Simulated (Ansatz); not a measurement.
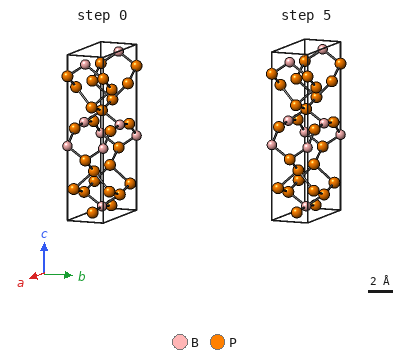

The structure of solid BP$_{4}$ (a generated structure, set up in Amm2) (coarse preliminary run) before (left) and after (right) a relaxation, at one scale.

Style: ball-and-stick. Shown: the conventional cell (2 times the calculation's cell), slightly off an axis. Lengths and directions refer to the drawn axes.

Computed with Ansatz, DFT PBE, scalar-relativistic, plane waves, PAW.

The input:
```yaml
crystal:
  lattice:
    - [7.0779699212, 0.0, 0.0]
    - [0.0, 1.6316955396, 7.0553674198]
    - [0.0, -1.6316955396, 7.0553674198]
  atoms:
    - { symbol: B, position: [0.5, 0.4455294897, 0.4455294897] }
    - { symbol: B, position: [0.0, 0.5508555382, 0.5508555382] }
    - { symbol: P, position: [0.5, 0.8664273449, 0.8664273449] }
    - { symbol: P, position: [0.0, 0.1297138303, 0.1297138303] }
    - { symbol: P, position: [0.2185290805, 0.4615482676, 0.4615482676] }
    - { symbol: P, position: [0.7814709195, 0.4615482676, 0.4615482676] }
    - { symbol: P, position: [0.7411837401, 0.2149600535, 0.2149600535] }
    - { symbol: P, position: [0.2588162599, 0.2149600535, 0.2149600535] }
    - { symbol: P, position: [0.811706902, 0.8250676327, 0.8250676327] }
    - { symbol: P, position: [0.188293098, 0.8250676327, 0.8250676327] }
basis:
  ecutwfc: 420
kpoints:
  mp_grid: { grid: [4, 6, 6] }
hamiltonian:
  xc: pbe
scf:
  occupations: { method: gaussian, width: 0.1 }
  lower_state_search: "off"
output:
  forces: true
  stress: true
  eigenvalues: true
relax:
  adjacent_minimum: "off"
  f_tol: 0.04
  max_steps: 70
  cell: { stress_tol: 0.4 }
```

Command:
```bash
ansatz run input.yaml --threads 1 --pin off --max-ram 2560MiB --backend cpu --events-out ev --progress --plain --runs-dir out
```

Describe what moved and what it gained.

Over 4 accepted moves (5 points after the start) the energy falls by 2.0 meV per atom. Largest force component: 0.21 eV/Å at the start, 0.014 eV/Å at the end. Pressure: −0.01 GPa at the start and 0.01 GPa at the end. The SCF was repeated once at an unchanged geometry on a basis and grid sized afresh for the cell, which shifted the energy by less than 0.05 meV per atom at most. The largest move relative to the cell is that of P3, 0.037 Å along −c. Largest moves by element: P 0.037 Å, B 0.021 Å. Cell: a 7.078 → 6.990 Å (−1.2 %), b 3.263 → 3.262 Å (0.0 %), c 14.111 → 14.334 Å (+1.6 %). Volume +0.3 %. Among the contacts that change: B2–P5 1.995 → 1.985 Å, B1–P3 1.977 → 1.970 Å, P4–P7 2.192 → 2.196 Å. Bond angles that change, for instance: P9–P3–P10 150.4° → 146.1°, P5–B2–P6 101.7° → 98.2°. The space group stays Amm2 (No. 38). The run took 2.1 min on 1 thread of Arm Neoverse V2 (shared host), peak memory 0.45 GiB.
